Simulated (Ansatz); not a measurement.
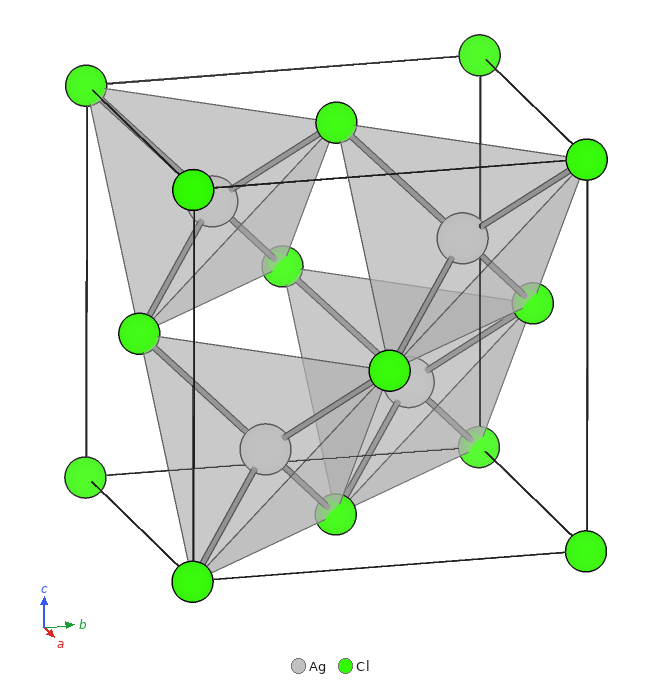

Crystal structure, polyhedral style, seen slightly off an axis. Atoms at the boundary of the drawn cell (a repeat of the simulation cell) (the box) are drawn once for each face, edge or corner they touch.

AgCl, a = 6.007 Å, b = 6.007 Å, c = 6.007 Å, α = 89.61°, β = 89.61°, γ = 89.61°. Strictly the space group is R3m (No. 160, within 0.01 Å). It is a distorted form of a face-centred cubic structure, space group F-43m (No. 216) within 0.25 Å: zinc blende (sphalerite type). It goes back to a structure type filled with these elements by a generator (whether the compound takes this form wasn't checked). The cell was then strained or its atoms displaced on purpose. It was run through Ansatz as a DFT input.

This one geometry was computed with Ansatz (DFT, plane waves, PAW) at three levels of theory: HSE06, r2SCAN and PBE. It was relaxed with r2SCAN and then strained.

**How does the band gap change with the level of theory?**

PBE: a gap of 1.25 eV, direct; r2SCAN: a gap of 1.64 eV, direct; HSE06: a gap of 2.71 eV, direct.

**Collect the results in a table.**

| level | cutoff (eV) | k-mesh of the run's cell | gap (eV) | pressure (GPa) |
| --- | --- | --- | --- | --- |
| HSE06 | 420 | 6×6×6 | 2.71 | 0.7 |
| r2SCAN | 500 | 8×8×8 | 1.64 | -0.3 |
| PBE | 420 | 8×8×8 | 1.25 | 0.8 |

Gaps are taken on the k-mesh or band path of each run.
